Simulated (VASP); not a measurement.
# Geometry relaxation of C (part 1 of 3)

The run: geometry relaxation of C (P6₃/mmc, 4 atoms in the cell). Method and program: Kohn-Sham DFT of a periodic cell, PBE with D3(BJ), VASP PAW PBE potentials, recommended, no spin polarisation (VASP 6.6.1).

The structure derives from an entry of the Crystallography Open Database.

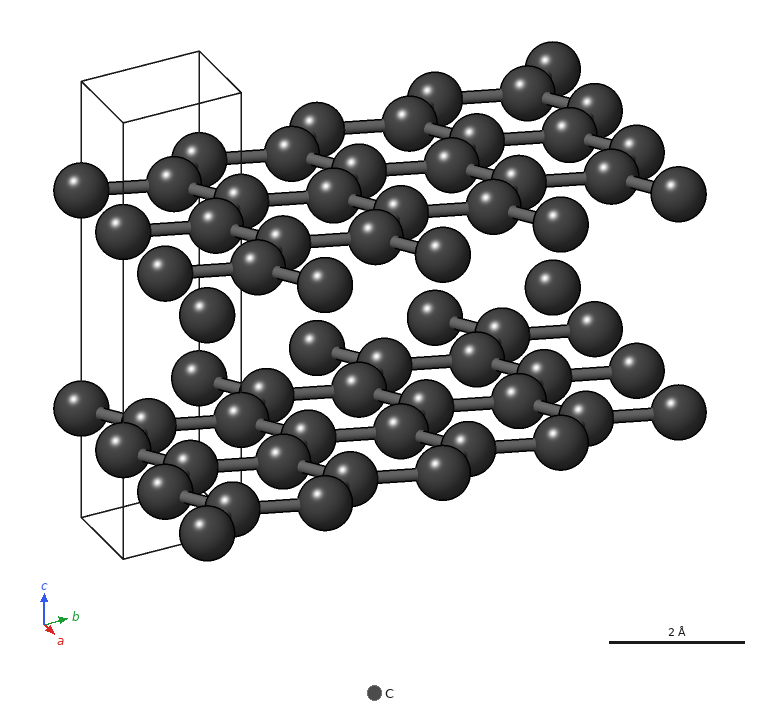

*The starting structure (ball-and-stick view of the cell of the calculation, repeated 3 × 4 × 1, seen slightly off an axis).*

Near neighbours in the crystal (not all of them lie inside the picture): C has 3 C at 1.42 Å.

Results in brief:

- outcome: converged
- space group (tolerance 0.01 Å): P6₃/mmc (194)
- electrons treated: 16
- free energy: −37.6129 eV
- dispersion energy: −0.6821 eV
- Fermi energy: 5.397 eV
- gap on the k-point mesh: none (metallic)
- pressure: 0.03 GPa
- final volume: 32.57 Å³
- largest force (length of the vector) at the end: under 0.001 eV/Å
- final cell: a = 2.457 Å, b = 2.457 Å, c = 6.229 Å, α = 90.00°, β = 90.00°, γ = 120.00°
- hardware: 1 thread of Intel Xeon (Granite Rapids), 96 GiB of memory available, shared host
- wall time: 40 s
- peak memory: 0.15 GiB

The volume changed by more than 5 % on the plane waves of the start, so the result carries a basis error; a second relaxation from the end is advised.

INCAR:
```
SYSTEM = C
PREC = Accurate
ENCUT = 350
EDIFF = 1E-7
ISMEAR = 0
SIGMA = 0.02
LREAL = .False.
LASPH = .True.
NELM = 100
ALGO = Normal
ISIF = 3
LWAVE = .False.
LCHARG = .False.
GGA = PE
IVDW = 12
IBRION = 2
NSW = 80
EDIFFG = -0.002
```

KPOINTS:
```
regular mesh
0
Gamma
  15 15 6
  0 0 0
```

POSCAR:
```
C
1.0
    2.4560000000      0.0000000000      0.0000000000
   -1.2280000000      2.1269583900      0.0000000000
    0.0000000000      0.0000000000      6.6960000000
C
4
Direct
    0.0000000000      0.0000000000      0.7500000000
    0.0000000000      0.0000000000      0.2500000000
    0.3333333300      0.6666666700      0.7500000000
    0.6666666700      0.3333333300      0.2500000000
```

Launch command:
```bash
cat potpaw_PBE.64/C/POTCAR > POTCAR
mpirun -np 1 vasp_std > vasp.out
```

OSZICAR:
```
N       E                     dE             d eps       ncg     rms          rms(c)
DAV:   1     0.314983906377E+02    0.31498E+02   -0.67655E+03  2640   0.901E+02
DAV:   2    -0.364034596255E+02   -0.67902E+02   -0.62286E+02  3620   0.202E+02
DAV:   3    -0.392527154141E+02   -0.28493E+01   -0.28260E+01  3276   0.408E+01
DAV:   4    -0.392861889640E+02   -0.33474E-01   -0.33398E-01  3232   0.490E+00
DAV:   5    -0.392869083821E+02   -0.71942E-03   -0.71899E-03  3232   0.683E-01    0.893E+00
DAV:   6    -0.374982789505E+02    0.17886E+01   -0.17171E+00  3044   0.904E+00    0.525E+00
DAV:   7    -0.369173736200E+02    0.58091E+00   -0.19580E+00  3036   0.975E+00    0.143E+00
DAV:   8    -0.369243999633E+02   -0.70263E-02   -0.58255E-02  2976   0.164E+00    0.108E-01
DAV:   9    -0.369242594505E+02    0.14051E-03   -0.11947E-03  3280   0.279E-01    0.530E-02
DAV:  10    -0.369244244545E+02   -0.16500E-03   -0.21620E-04  3188   0.126E-01    0.278E-02
DAV:  11    -0.369244229198E+02    0.15347E-05   -0.39594E-06  3300   0.168E-02    0.318E-03
DAV:  12    -0.369244229119E+02    0.78526E-08   -0.35464E-07  3184   0.521E-03
   1 F= -.37551747E+02 E0= -.37551663E+02  d E =-.375517E+02
       N       E                     dE             d eps       ncg     rms          rms(c)
DAV:   1    -0.369971003490E+02   -0.72677E-01   -0.21536E+00  2632   0.120E+01    0.994E-01
DAV:   2    -0.369555300392E+02    0.41570E-01   -0.54145E-02  2716   0.176E+00    0.530E-01
DAV:   3    -0.369386988176E+02    0.16831E-01   -0.52351E-02  2988   0.157E+00    0.128E-01
DAV:   4    -0.369387303911E+02   -0.31574E-04   -0.98191E-04  3056   0.240E-01    0.101E-01
DAV:   5    -0.369386817015E+02    0.48690E-04   -0.20213E-04  3104   0.127E-01    0.131E-02
DAV:   6    -0.369386852908E+02   -0.35893E-05   -0.29222E-06  3216   0.159E-02    0.119E-02
DAV:   7    -0.369386901446E+02   -0.48537E-05   -0.41738E-06  3028   0.161E-02    0.321E-03
DAV:   8    -0.369386896442E+02    0.50036E-06   -0.39485E-08  2268   0.208E-03    0.229E-03
DAV:   9    -0.369386890396E+02    0.60466E-06   -0.17089E-08  1968   0.114E-03    0.594E-04
DAV:  10    -0.369386889406E+02    0.98971E-07   -0.49810E-09  1784   0.591E-04
   2 F= -.37581544E+02 E0= -.37581471E+02  d E =-.297973E-01
       N       E                     dE             d eps       ncg     rms          rms(c)
DAV:   1    -0.370941131394E+02   -0.15542E+00   -0.58377E+00  2616   0.199E+01    0.165E+00
DAV:   2    -0.369834873494E+02    0.11063E+00   -0.14571E-01  2736   0.291E+00    0.874E-01
DAV:   3    -0.369392560450E+02    0.44231E-01   -0.13708E-01  3016   0.256E+00    0.208E-01
DAV:   4    -0.369393181229E+02   -0.62078E-04   -0.25398E-03  3004   0.388E-01    0.159E-01
DAV:   5    -0.369391830922E+02    0.13503E-03   -0.47969E-04  3128   0.198E-01    0.202E-02
DAV:   6    -0.369391864749E+02   -0.33827E-05   -0.69558E-06  3160   0.231E-02    0.137E-02
DAV:   7    -0.369391944826E+02   -0.80077E-05   -0.79721E-06  3004   0.233E-02    0.467E-03
DAV:   8    -0.369391938169E+02    0.66573E-06   -0.57522E-08  2316   0.243E-03    0.295E-03
DAV:   9    -0.369391929651E+02    0.85176E-06   -0.40133E-08  1952   0.164E-03    0.675E-04
DAV:  10    -0.369391928389E+02    0.12624E-06   -0.49716E-09  1700   0.680E-04    0.268E-04
DAV:  11    -0.369391927123E+02    0.12661E-06   -0.31223E-09  1600   0.430E-04    0.104E-04
DAV:  12    -0.369391927257E+02   -0.13368E-07   -0.34355E-10  1532   0.178E-04
   3 F= -.37607826E+02 E0= -.37607773E+02  d E =-.560799E-01
       N       E                     dE             d eps       ncg     rms          rms(c)
DAV:   1    -0.369605500738E+02   -0.21357E-01   -0.11301E+00  2624   0.874E+00    0.720E-01
DAV:   2    -0.369390814153E+02    0.21469E-01   -0.27605E-02  2740   0.128E+00    0.384E-01
DAV:   3    -0.369304764813E+02    0.86049E-02   -0.26924E-02  3016   0.114E+00    0.933E-02
DAV:   4    -0.369304867826E+02   -0.10301E-04   -0.45112E-04  2996   0.167E-01    0.748E-02
DAV:   5    -0.369304532467E+02    0.33536E-04   -0.10438E-04  3056   0.902E-02    0.815E-03
DAV:   6    -0.369304548781E+02   -0.16314E-05   -0.13767E-06  3224   0.111E-02    0.767E-03
DAV:   7    -0.369304579708E+02   -0.30927E-05   -0.91753E-07  2996   0.838E-03    0.147E-03
DAV:   8    -0.369304580783E+02   -0.10752E-06   -0.25157E-07  2928   0.375E-03    0.118E-03
DAV:   9    -0.369304579563E+02    0.12199E-06   -0.14125E-08  1696   0.932E-04    0.619E-04
DAV:  10    -0.369304577551E+02    0.20117E-06   -0.51565E-09  1572   0.571E-04    0.342E-05
DAV:  11    -0.369304577341E+02    0.21085E-07   -0.33776E-10  1512   0.189E-04
   4 F= -.37610430E+02 E0= -.37610386E+02  d E =-.586839E-01
       N       E                     dE             d eps       ncg     rms          rms(c)
DAV:   1    -0.369384876753E+02   -0.80299E-02   -0.32589E+00  2600   0.160E+01    0.108E+00
DAV:   2    -0.368978956512E+02    0.40592E-01   -0.63365E-02  3256   0.192E+00    0.673E-01
DAV:   3    -0.368777359923E+02    0.20160E-01   -0.55759E-02  3044   0.166E+00    0.142E-01
DAV:   4    -0.368776273566E+02    0.10864E-03   -0.19221E-03  3072   0.328E-01    0.583E-02
DAV:   5    -0.368775713264E+02    0.56030E-04   -0.12795E-04  3148   0.100E-01    0.131E-02
DAV:   6    -0.368775730767E+02   -0.17503E-05   -0.62594E-06  3200   0.190E-02    0.658E-03
DAV:   7    -0.368775737114E+02   -0.63467E-06   -0.42175E-06  3032   0.157E-02    0.152E-03
DAV:   8    -0.368775737164E+02   -0.50275E-08   -0.93966E-08  2224   0.259E-03
   5 F= -.37568035E+02 E0= -.37568001E+02  d E =0.423955E-01
       N       E                     dE             d eps       ncg     rms          rms(c)
DAV:   1    -0.369730154426E+02   -0.95442E-01   -0.21810E+00  2592   0.130E+01    0.879E-01
DAV:   2    -0.369445514432E+02    0.28464E-01   -0.41231E-02  3260   0.156E+00    0.550E-01
DAV:   3    -0.369305183441E+02    0.14033E-01   -0.40329E-02  3060   0.141E+00    0.122E-01
DAV:   4    -0.369303993689E+02    0.11898E-03   -0.14448E-03  3040   0.280E-01    0.559E-02
DAV:   5    -0.369303824751E+02    0.16894E-04   -0.79674E-05  3152   0.841E-02    0.106E-02
DAV:   6    -0.369303837812E+02   -0.13061E-05   -0.48643E-06  3140   0.171E-02    0.586E-03
DAV:   7    -0.369303846323E+02   -0.85112E-06   -0.28083E-06  3004   0.130E-02    0.102E-03
DAV:   8    -0.369303846540E+02   -0.21703E-07   -0.50625E-08  2184   0.208E-03
   6 F= -.37612908E+02 E0= -.37612865E+02  d E =-.247739E-02
       N       E                     dE             d eps       ncg     rms          rms(c)
DAV:   1    -0.369304340955E+02   -0.49463E-04   -0.47416E-05  2708   0.612E-02    0.418E-03
DAV:   2    -0.369304333911E+02    0.70431E-06   -0.94588E-07  3272   0.743E-03    0.260E-03
DAV:   3    -0.369304333237E+02    0.67434E-07   -0.87598E-07  3136   0.658E-03
   7 F= -.37612908E+02 E0= -.37612866E+02  d E =-.247790E-02
       N       E                     dE             d eps       ncg     rms          rms(c)
DAV:   1    -0.369308196292E+02   -0.38624E-03   -0.10707E-03  2648   0.267E-01    0.220E-02
DAV:   2    -0.369307996887E+02    0.19941E-04   -0.25679E-05  2792   0.391E-02    0.118E-02
DAV:   3    -0.369307911451E+02    0.85436E-05   -0.25862E-05  3040   0.351E-02    0.290E-03
DAV:   4    -0.369307910480E+02    0.97101E-07   -0.41793E-07  2828   0.510E-03
   8 F= -.37612914E+02 E0= -.37612871E+02  d E =-.580462E-05
```

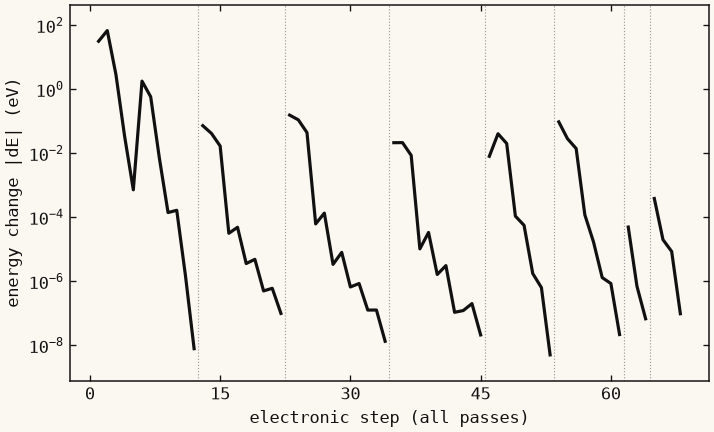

*Convergence of the self-consistent field: energy change |dE| against the electronic step. Each stretch between dotted lines is the SCF of one geometry step of a relaxation.*

The 8 ionic steps take 3 to 12 electronic steps each. The density is held fixed in the first few steps, and dE rises again when its update begins.

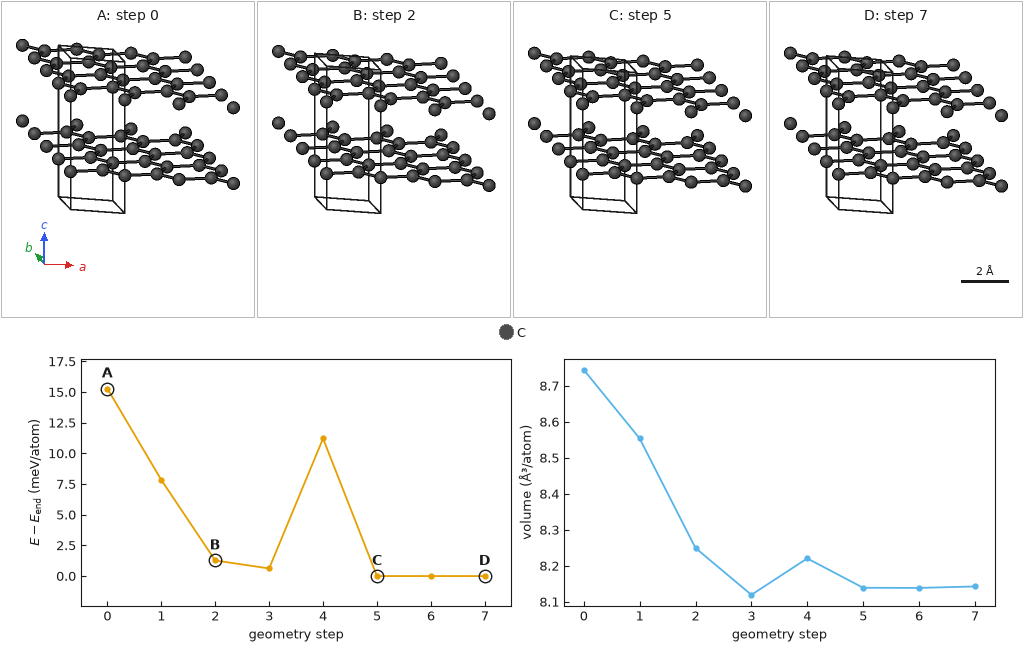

*Frames of the relaxation (ball-and-stick view of the cell of the calculation, repeated 3 × 4 × 1, seen slightly off an axis) above the curves, on which the letters mark them (steps are counted from 0).*

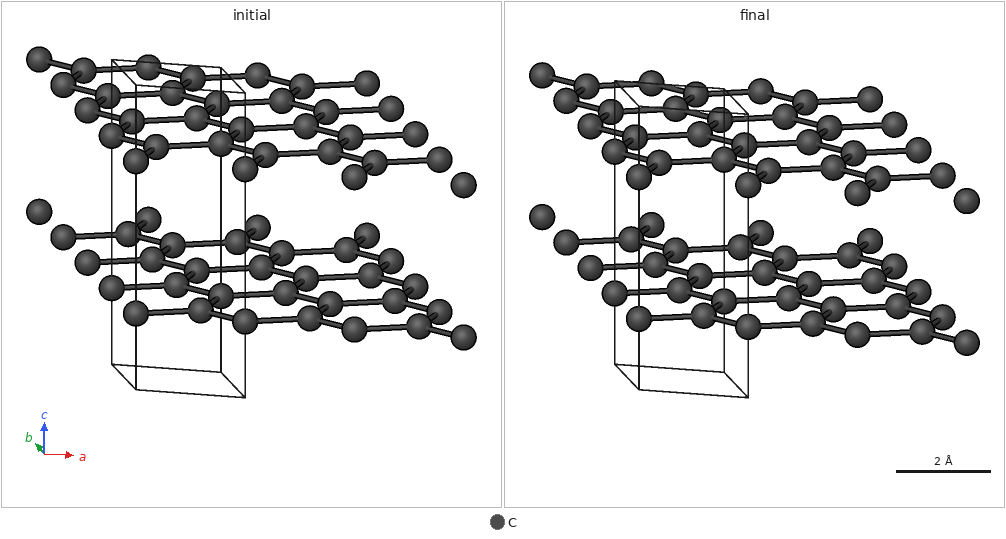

*Before (left) and after (right) the relaxation, at one scale (ball-and-stick view of the cell of the calculation, repeated 3 × 4 × 1, seen slightly off an axis).*

The atoms keep their places relative to the cell (all moves are under 0.005 Å). Cell: a = b 2.456 → 2.457 Å (0.0 %), c 6.696 → 6.229 Å (−7.0 %). Volume −6.9 %. The space group stays P6_3/mmc (No. 194). The energy falls by 15.3 meV per atom in 7 geometry steps. All forces vanish by symmetry, so only the cell relaxes. (Atoms are counted from 1 in the order of the input.)

Parts of OUTCAR:
```
SYSTEM = C
   PREC = Accurate
   ENCUT = 350
   EDIFF = 1E-7
   ISMEAR = 0
   LREAL = .False.
   LASPH = .True.
   NELM = 100
   ISIF = 3
   GGA = PE
   IVDW = 12
   IBRION = 2
   NSW = 80
   EDIFFG = -0.002
 IVDW          = 12
 VDW_S6        =  1.00000000  s6, scaling of the dipole-dipole dispersion
 VDW_S8        =  0.78750002  s8, scaling of the dipole-quadrupole dispersion
 VDW_A1        =  0.42890000  a1, scaling of the critical radii
 VDW_A2        =  4.44070005  a2, offset of the critical radii
 VDW_RADIUS    = 50.20216178  two-body interaction cutoff (in Angstroms)
 VDW_CNRADIUS  = 21.16708996  CN, coordination number cutoff (in Angstroms)

 ion  position               nearest neighbor table
   1  0.000  0.000  0.750-   3 1.42   3 1.42   3 1.42
   2  0.000  0.000  0.250-   4 1.42   4 1.42   4 1.42
   3  0.333  0.667  0.750-   1 1.42   1 1.42   1 1.42
   4  0.667  0.333  0.250-   2 1.42   2 1.42   2 1.42

  LATTYP: Found a hexagonal cell.
 ALAT       =     2.4560000000
 C/A-ratio  =     2.7263843648

  Lattice vectors:

 A1 = (   2.4560000000,   0.0000000000,   0.0000000000)
 A2 = (  -1.2280000000,   2.1269583900,   0.0000000000)
 A3 = (   0.0000000000,   0.0000000000,   6.6960000000)

Analysis of symmetry for initial positions (statically):
=====================================================================
 Subroutine PRICEL returns:
 Original cell was already a primitive cell.

 Routine SETGRP: Setting up the symmetry group for a
 hexagonal supercell.

 Subroutine GETGRP returns: Found 24 space group operations
 (whereof 12 operations were pure point group operations)
 out of a pool of 24 trial point group operations.

The static configuration has the point symmetry D_3d.
 The point group associated with its full space group is D_6h.

Analysis of symmetry for dynamics (positions and initial velocities):
=====================================================================
 Subroutine PRICEL returns:
 Original cell was already a primitive cell.

 Routine SETGRP: Setting up the symmetry group for a
 hexagonal supercell.

 Subroutine GETGRP returns: Found 24 space group operations
 (whereof 12 operations were pure point group operations)
 out of a pool of 24 trial point group operations.

The dynamic configuration has the point symmetry D_3d.
 The point group associated with its full space group is D_6h.

 Subroutine INISYM returns: Found 24 space group operations
 (whereof 12 operations are pure point group operations),
 and found     1 'primitive' translations

----------------------------------------------------------------------------------------

                                     Primitive cell

  volume of cell :      34.9786

  direct lattice vectors                    reciprocal lattice vectors
     2.456000000  0.000000000  0.000000000     0.407166124  0.235077471  0.000000000
    -1.228000000  2.126958390  0.000000000     0.000000000  0.470154943  0.000000000
     0.000000000  0.000000000  6.696000000     0.000000000  0.000000000  0.149342891

  length of vectors
     2.456000000  2.455999999  6.696000000     0.470154942  0.470154943  0.149342891
```
